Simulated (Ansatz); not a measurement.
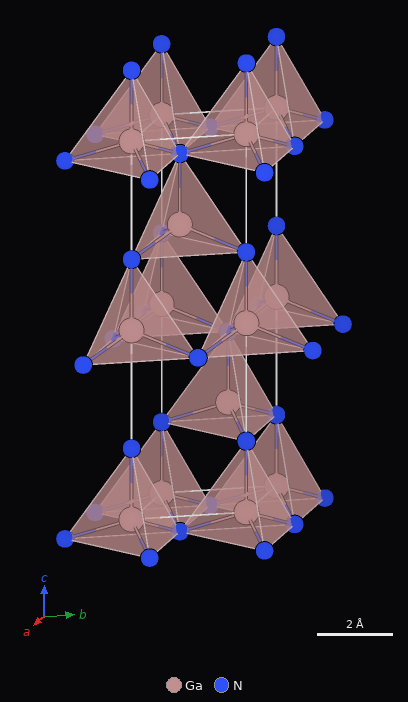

**Figure 1.** The structure (polyhedral view of the cell of the calculation, seen slightly off an axis; polyhedra are completed across the faces of the cell).

## Band-structure calculation of GaN

GaN (P6₃mc, 8 atoms in the cell), computed with DFT, PBE, plane waves, PAW, no spin polarisation (Ansatz 0.2.0).

The structure was built on a prototype by a generator. The geometry comes from this level: r2SCAN.

### The input
```yaml
crystal:
  lattice:
    - [3.1816940577, 0.0, 0.0]
    - [-1.5908470288, 2.7554278811, 0.0]
    - [0.0, 0.0, 10.3772901642]
  atoms:
    - { symbol: Ga, position: [0.0, 0.0, -0.0003613162] }
    - { symbol: Ga, position: [0.3333333333, 0.6666666667, 0.2499322511] }
    - { symbol: Ga, position: [0.0, 0.0, 0.4996386838] }
    - { symbol: Ga, position: [0.6666666667, 0.3333333333, 0.7499322511] }
    - { symbol: "N", position: [0.0, 0.0, 0.1876438573] }
    - { symbol: "N", position: [0.3333333333, 0.6666666667, 0.4377852078] }
    - { symbol: "N", position: [0.0, 0.0, 0.6876438573] }
    - { symbol: "N", position: [0.6666666667, 0.3333333333, 0.9377852078] }
kpoints:
  mp_grid: { grid: [12, 12, 4] }
  band_path:
    path:
      - [[0.0, 0.0, 0.0], [0.5, -2.18579419429e-17, 1.41114136234e-18], [0.3333333333333, 0.3333333333333, 4.578966600014e-19], [0.0, 0.0, 0.0], [7.477877992486e-36, 5.88726448701e-36, 0.5], [0.5, -2.192514085138e-17, 0.5], [0.3333333333333, 0.3333333333333, 0.5], [7.477877992486e-36, 5.88726448701e-36, 0.5]]
      - [[0.5, -2.192514085138e-17, 0.5], [0.5, -2.18579419429e-17, 1.41114136234e-18]]
      - [[0.3333333333333, 0.3333333333333, 0.5], [0.3333333333333, 0.3333333333333, 4.578966600014e-19]]
    npoints: 10
hamiltonian:
  xc: pbe
scf:
  occupations: { method: fermi_dirac, width: 0.02 }
  n_extra_bands: 6
output:
  forces: true
  stress: true
  eigenvalues: true
```

Run on 8 threads of Intel Xeon (Sapphire Rapids), 64 GiB of memory available, shared host.

Launched with:
```bash
ansatz run input.yaml --threads 8 --pin off --max-ram 12902MiB --backend cpu --events-out ev --progress --plain --runs-dir out
```

### Output
```
scf.n_extra_bands = 6 over 36 filled bands (N_el = 72.0): the run solves 42 bands
Engine: ansatz 0.2.0, x86_64-unknown-linux-gnu
Pseudopotentials: kind: paw
Pseudopotential: Ga, paw, valence charge 13, recommended cutoff 420 eV (normal), Ga.paw.azcp
Pseudopotential: N, paw, valence charge 5, recommended cutoff 420 eV (normal), N.paw.azcp
Functional definition: PBE
  parameter kappa = 0.804
  parameter beta = 0.06672455060314922
  exchange = pbe_x(kappa = kappa, mu = beta*pi^2/3)
  correlation = pbe_c(beta = beta)
Crystal: 8 atoms, lattice volume = 90.977 Å³
Basis set: ecut = 420 eV, 1787 PW (Γ), exchange–correlation on 48×48×144 points (8 copies of the dense FFT grid, shifted against one another)
Bands: 42, of which v1, the nominal top of the filled ones, is band 36 counted from 1 (35 counted from 0)
Symmetry: 12 space group operations
Space group: P63mc (ITA 186), of the structure as read, at distance tolerance 4.5e-5 Å
k-points: 57 of 576 (time reversal used)
Non-local potential: Ga, projectors of the file, l = 0: 2, l = 1: 2, l = 2: 3, l = 3: 1
Non-local potential: N, projectors of the file, l = 0: 2, l = 1: 2, l = 2: 1
PAW form: soft (Blöchl's): semilocal exchange-correlation on the pseudo side does not see the compensation charge
PAW one-centre angular grid: Ga, 590 points (default); XC on 64 Gauss nodes
PAW one-centre angular grid: N, 110 points (default); XC on 64 Gauss nodes
Initial density: superposition of atomic densities (neutral atoms: chi_scale 0, normalization atom), corrected by the library's trained network
Initial wavefunctions: pseudopotential atomic-orbital guess
Functional: x = pbe(κ = 0.804, μ = 0.2195149727645171), c = pbe(β = 0.06672455060314922)
SCF iter   1: F=—  HF=-16671.596384 eV  |F-HF|=—  |Δ(HF+E_count)|=         —  Δρ=9.29e-4  dr2=5.49e-4  ethr=1.77e-3  ⟨swp⟩=6.9  Hψ=8997  notcnv=0
preconditioner: auto → Resta (q_TF=auto, 2.624 Å⁻¹)  ε∞=5.2  [insulator: Δε(μ)=1.837 eV  Ē_g=16.026 eV  σ=0.020 eV  W_gap=1.00  n_scr=38 (ndim 8)  ℏωp=33.0 eV  f_vac=0.004  D(μ)=0.00/eV (n_scr^D=0)  ε∞_Penn≈5.2]
SCF iter   2: F=—  HF=-16671.596918 eV  |F-HF|=—  |Δ(HF+E_count)|=   5.34e-4  Δρ=4.53e-4  dr2=1.10e-4  ethr=7.63e-7  ⟨swp⟩=2.3  Hψ=5041  notcnv=0  defer=25
SCF iter   3: F=—  HF=-16671.597102 eV  |F-HF|=—  |Δ(HF+E_count)|=   1.84e-4  Δρ=2.34e-4  dr2=3.75e-5  ethr=1.53e-7  ⟨swp⟩=2.0  Hψ=3792  notcnv=0  defer=25
SCF iter   4: F=—  HF=-16671.597159 eV  |F-HF|=—  |Δ(HF+E_count)|=   5.71e-5  Δρ=5.96e-5  dr2=4.78e-6  ethr=5.21e-8  ⟨swp⟩=2.0  Hψ=4249  notcnv=0  defer=25
SCF iter   5: F=—  HF=-16671.597160 eV  |F-HF|=—  |Δ(HF+E_count)|=   1.33e-6  Δρ=3.45e-5  dr2=8.49e-7  ethr=6.64e-9  ⟨swp⟩=2.0  Hψ=4326  notcnv=0  defer=25
SCF iter   6: F=—  HF=-16671.597161 eV  |F-HF|=—  |Δ(HF+E_count)|=   4.55e-7  Δρ=1.08e-5  dr2=1.28e-7  ethr=1.18e-9  ⟨swp⟩=2.0  Hψ=4091  notcnv=0  defer=25
SCF iter   7: F=-16671.597161 eV  HF=-16671.597161 eV  |F-HF|=4.56e-9  |Δ(HF+E_count)|=   9.43e-8  Δρ=4.12e-6  dr2=1.18e-8  ethr=1.39e-10  ⟨swp⟩=7.8  Hψ=9105  notcnv=0
SCF 1 converged in 7 iterations: F = -16671.597161 eV  dr2 = 1.18e-8
  greatest PAW one-centre occupation: 0.995 electrons in one spin orbital (limit 2), on the Ga atom at site 1 (counted from 0), in its partial waves of l = 2
```

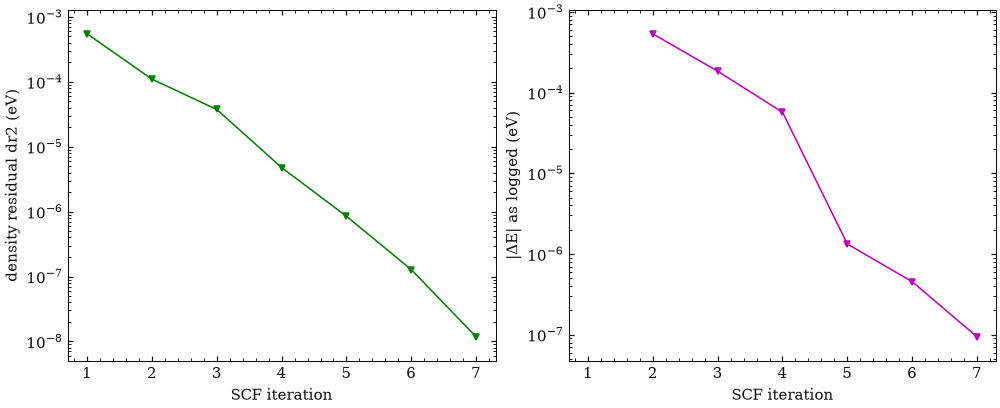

**Figure 2.** Convergence of the self-consistent field: density residual dr2 and size of the energy change against the SCF iteration. The residual falls at every step.

```
NSCF: frozen V_eff on 93 k-points
SCF converged after 7 iterations
Free energy (F): -16671.597161 eV
Harris-Foulkes:  -16671.597161 eV  (|F-HF|=4.56e-9)
Internal energy: -16671.597161 eV  (E = F + TS)
E sigma→0 (E₀):  -16671.597161 eV
Fermi energy:    10.685820 eV
--- Per-component energies (eV) ---
  E_band       = -16.259938
  E_kinetic    = 989.699559
  E_local      = -7787.299689  (includes V_loc(G=0)·N_el)
  E_nonlocal   = 1897.522342
  E_hartree    = 3585.049743
  E_xc         = -515.636204
  E_vxc        = -537.144015  (∫ρ·V_xc dr)
  E_paw        = -8481.258233  (= ΣΔE_a)
  E_vpaw       = -1749.141767  (= ΣTr[D̂ρ^β])
  E_aug_tail   = 0.000345  (compensation charges beyond the density's cutoff)
  E_ewald      = -6359.675023
  E_smearing   = -0.000000  (= −TS)
  E_closure    = -0.000000  (closes the sum)
  Σ components = -16671.597161   (vs F -16671.597161, Δ=0.00e0)
--- Forces (eV/Å), atoms counted from 1 ---
  atom   1  Ga    -0.00000000    -0.00000000     0.00585304
  atom   2  Ga    -0.00000000    -0.00000000    -0.00068952
  atom   3  Ga     0.00000000     0.00000000     0.00585304
  atom   4  Ga     0.00000000     0.00000000    -0.00068952
  atom   5  N      0.00000000     0.00000000    -0.00450535
  atom   6  N     -0.00000000     0.00000000    -0.00066195
  atom   7  N     -0.00000000     0.00000000    -0.00450535
  atom   8  N      0.00000000    -0.00000000    -0.00066195
  max |Σ_I F_I| component: 7.55e-6 eV/Å
--- Stress (GPa, compression-positive) ---
        6.191455       0.000000       0.000000
        0.000000       6.191455       0.000000
        0.000000       0.000000       6.241295
  P = ⅓ Tr σ = 6.2081 GPa (62.081 kbar)
--- Band table (eV; the first three rows and the last of 57) ---
  k-point 0: bands = ["-6.2462", "-5.6998", "-5.6874", "-5.3363", "-3.7380", "-3.7312", "-3.7312", "-3.7073", "-3.7073", "-3.6688", "-3.6688", "-3.6567", "-3.6567", "-3.4390", "-3.4390", "-3.4335", "-3.4335", "-3.3873", "-3.3873", "-3.3824", "-3.3695", "-3.3677", "-3.3677", "-2.1361", "2.6775", "5.8879", "5.9011", "8.7470", "8.7470", "9.2068", "9.2068", "9.2440", "9.2440", "9.7334", "9.7533", "9.7533", "11.5945", "13.7833", "14.1000", "14.2311", "18.2373", "18.5749"]
  k-point 1: bands = ["-6.2011", "-5.8913", "-5.5263", "-5.3544", "-3.7280", "-3.7280", "-3.7245", "-3.7112", "-3.7112", "-3.6668", "-3.6668", "-3.6584", "-3.6584", "-3.5715", "-3.4379", "-3.4379", "-3.4339", "-3.4339", "-3.3846", "-3.3846", "-3.3706", "-3.3706", "-3.0671", "-2.2986", "2.9678", "4.7450", "7.0776", "8.7820", "8.7820", "9.0365", "9.0365", "9.2221", "9.4213", "9.4213", "9.7111", "9.7111", "12.0230", "13.4282", "14.2098", "14.2417", "18.3134", "18.6495"]
  k-point 2: bands = ["-6.0743", "-6.0743", "-5.4140", "-5.4140", "-3.7200", "-3.7200", "-3.7200", "-3.7200", "-3.6766", "-3.6766", "-3.6625", "-3.6625", "-3.6625", "-3.6625", "-3.4356", "-3.4356", "-3.4356", "-3.4356", "-3.3777", "-3.3777", "-3.3777", "-3.3777", "-2.6714", "-2.6714", "3.7224", "3.7224", "8.2203", "8.2203", "8.8821", "8.8821", "8.8821", "8.8821", "9.5924", "9.5924", "9.5924", "9.5924", "12.7633", "12.7633", "14.2542", "14.2542", "18.4859", "18.4859"]
  k-point 56: bands = ["-5.2039", "-5.2039", "-5.1828", "-5.1828", "-3.6707", "-3.6707", "-3.5661", "-3.5661", "-3.5533", "-3.5533", "-3.5298", "-3.5298", "-3.4653", "-3.4653", "-3.4400", "-3.4400", "-3.4220", "-3.4220", "-3.3867", "-3.3867", "-1.6844", "-1.6844", "-1.6508", "-1.6508", "3.7241", "3.7241", "3.9332", "3.9332", "5.2370", "5.2370", "6.0244", "6.0244", "7.5496", "7.5496", "7.8163", "7.8163", "15.3004", "15.3004", "16.9612", "16.9612", "17.3178", "17.3178"]
```

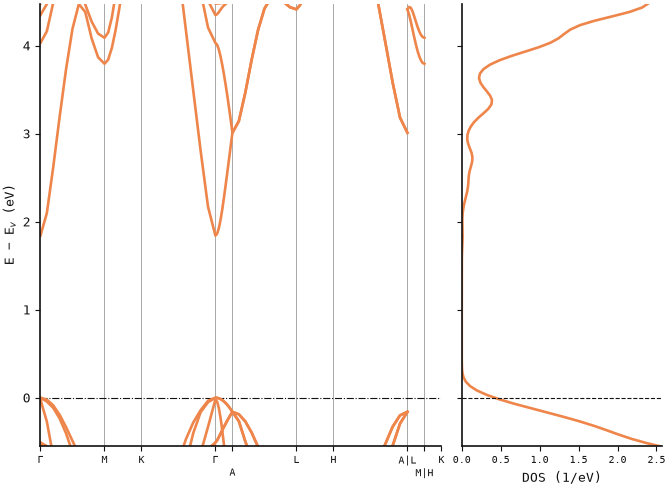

**Figure 3.** Band structure along Γ–M–K–Γ–A–L–H–A|L–M|H–K and density of states (the curve is built from the levels of the k mesh with Gaussians 0.3 eV wide, which also blur the band edges), with energies from the valence-band top. There is a gap of 1.84 eV on this path, direct, at Γ.

### Results in brief

- outcome: converged
- space group (tolerance 0.01 Å): P6₃mc (186)
- electrons treated: 72
- free energy: −16671.5972 eV
- Fermi energy: 10.686 eV
- gap on the k-point mesh: 1.84 eV
- pressure: 6.21 GPa
- largest force (length of the vector): 0.006 eV/Å
- wall time: 4.3 s (CPU time 25 s)
- peak memory: 0.73 GiB

### Notes

The cell is under a pressure of 6.2 GPa at this level, so it is not at its equilibrium volume.
